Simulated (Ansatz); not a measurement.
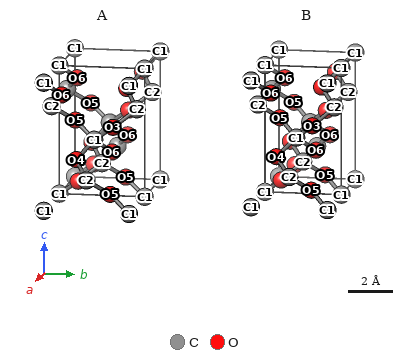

Two geometries of crystalline CO2 (built on the measured structure type), drawn at one scale. One is the start of a relaxation, the other its converged end. Style: ball-and-stick. Shown: the conventional cell (2 times the calculation's cell), repeated 2 × 1 × 1 with one cell outlined, slightly off an axis. Lengths and directions refer to the drawn axes.

These are results of Ansatz, DFT, PBE, plane waves, PAW, not measurements. Set-up: plane-wave cutoff 420 eV; k-point mesh 10 × 10 × 10; occupations fermi dirac; smearing width 0.02 eV; no spin polarisation; cell and atoms relaxed; force threshold 0.005 eV/Å.

**Which of the two is the end point?**

Structure A is the relaxed one. After 10 accepted moves (14 points after the start) the energy has fallen by 1.336 eV per cell of the calculation. The largest force component goes from 1.4 to 0.00043 eV/Å. The pressure goes from 38.02 to 0.00 GPa. The line search rejected the trial step at point 3 of the run. At 3 points the geometry stayed and the basis and grid were re-selected for the new cell (energy shift of 0.187 eV per cell of the calculation at most each time). The largest moves relative to the cell, 0.20 Å, are those of O3, O4, O5 and O6. O6 goes along −b. C stays in place. Cell: a = b 3.552 → 3.964 Å (+11.6 %), c 5.918 → 5.984 Å (+1.1 %). Volume +26.0 %. Near-neighbour distances that change, for instance: C1–O3 1.383 → 1.402 Å. Bond angles that change, for instance: C1–O5–C2 113.3° → 124.6°. The space group stays I-42d (No. 122).
